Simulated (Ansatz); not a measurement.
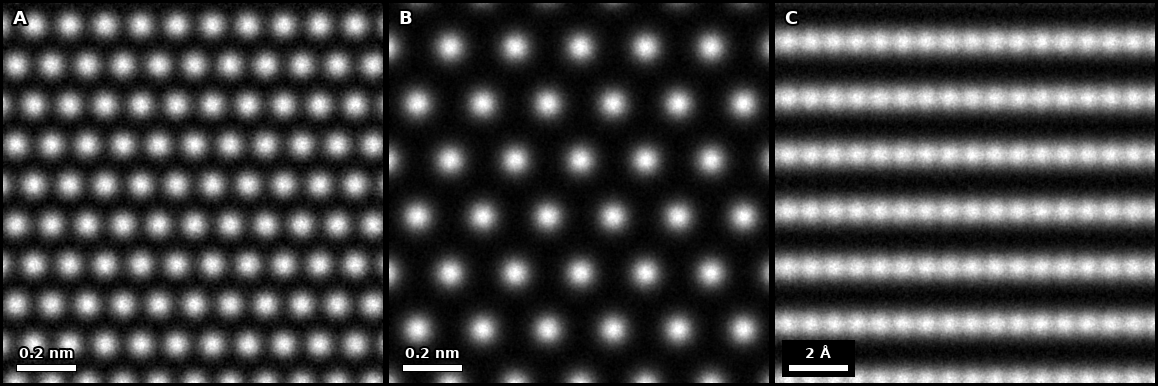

Three views of Co (Im-3m, No. 229) along different zone axes. Simulated as the projected potential of neutral atoms (B = 0.5 Å²) blurred by a 0.50 Å probe, the thin-sample limit of integrated differential phase contrast. Shot noise was added. Atomic positions: coordinates from a relaxation with DFT, PBEsol, plane waves (420 eV) with PAW, scalar-relativistic in Ansatz 0.2.0; the starting structure was generated, so it need not be a known form of this composition.

```yaml
crystal:
  lattice:
    - [2.73128, 0.00000, 0.00000]
    - [0.00000, 2.73128, 0.00000]
    - [0.00000, 0.00000, 2.73128]
  atoms:
    - { symbol: Co, position: [0.00000, 0.00000, 0.00000] }
    - { symbol: Co, position: [0.50000, 0.50000, 0.50000] }
```

### Match the panels to the zone axes [111], [210] and [211].

A is [210]: projected cell 1.22 × 1.50 Å, 114°, plane group c2mm. B is [111]: projected cell 2.23 × 2.23 Å, 120°, plane group p6mm. C is [211]: projected cell 0.79 × 1.93 Å, 90°, plane group p2mm.
